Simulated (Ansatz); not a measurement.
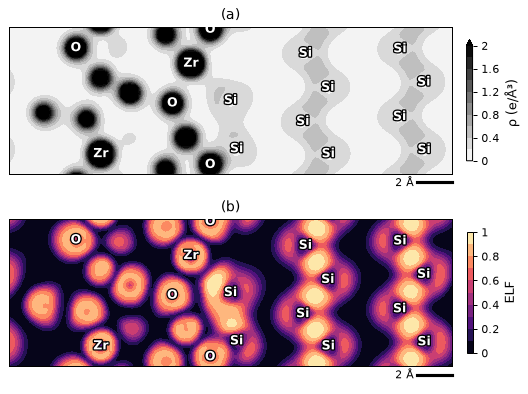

Zr₂Si₅O₄ (interface cell). (a) valence charge density (pseudo); (b) ELF on the (110) plane of the calculation cell.

Computed pressure about −3 GPa in this cell.

All numbers below come from Ansatz 0.2.0, DFT PBE, scalar-relativistic, plane waves, PAW.

```
CELL_PARAMETERS angstrom
5.47009 0.00000 0.00000
0.00000 5.47009 0.00000
0.00000 0.00000 24.62785
ATOMIC_POSITIONS crystal
Si 0.13889 0.39771 0.00824
Si 0.78041 0.75419 0.02243
Si 0.45613 0.55182 0.06786
Si 0.97779 0.08314 0.06706
Si 0.71231 0.30217 0.12449
Si 0.23416 0.82534 0.12268
Si 0.98578 0.55618 0.17607
Si 0.48613 0.04632 0.18208
Si 0.23869 0.30398 0.23412
Si 0.74522 0.79335 0.23530
Si 0.50915 0.53000 0.29072
Si 0.00103 0.04267 0.28971
Si 0.76195 0.28002 0.34929
Si 0.26028 0.78758 0.34233
Si 0.03602 0.53461 0.40101
Si 0.51237 0.00790 0.40169
Si 0.28765 0.27569 0.45704
Si 0.76886 0.75488 0.45793
Si 0.62012 0.42023 0.51235
Si 0.94388 0.10227 0.50100
O 0.03164 0.04151 0.56792
O 0.10849 0.54998 0.57341
Zr 0.25092 0.81527 0.61922
Zr 0.87768 0.34516 0.61310
O 0.57223 0.54789 0.65145
O 0.55526 0.03882 0.64974
O 0.07586 0.08696 0.67006
O 0.05653 0.59294 0.67446
Zr 0.76497 0.81650 0.70719
Zr 0.37861 0.30698 0.70651
O 0.49599 0.63566 0.75059
O 0.65743 0.13498 0.75020
O 0.99835 0.80972 0.77699
O 0.15916 0.30877 0.77506
Zr 0.28442 0.63295 0.82036
Zr 0.89349 0.12540 0.81977
O 0.59009 0.36577 0.85201
O 0.57889 0.86149 0.85766
O 0.09109 0.88800 0.87768
O 0.08854 0.38978 0.87380
Zr 0.79782 0.61108 0.90514
Zr 0.42411 0.13818 0.91646
O 0.64062 0.35740 0.95318
O 0.64846 0.85940 0.96182
```

**What do the fields say about this system?**

The section cuts through Si, O and Zr sites. Atoms just off the plane (O, 0.3 Å away and Zr, 0.5 Å away) can leave unmarked features too. Si–O (1.76 Å): the density is about 0.93 e/Å³ at the midpoint; the ELF peaks at about 0.85 between the atoms, as expected for a shared but strongly polarised pair. Si–Si (2.35 Å): ρ at the midpoint is about 0.57 e/Å³; the ELF peaks at about 0.95 between the atoms (localised, covalent bonding). Between the atoms the lowest density in this plane is 0.01 e/Å³. The features right at Zr lie inside the PAW spheres, where the map follows smoothed inner orbitals and isn't to be read closely.

**Does the calculation give a band gap?**

It is gapped, with a Kohn–Sham gap of 0.76 eV on the k-point mesh, an upper bound to the gap of this method.
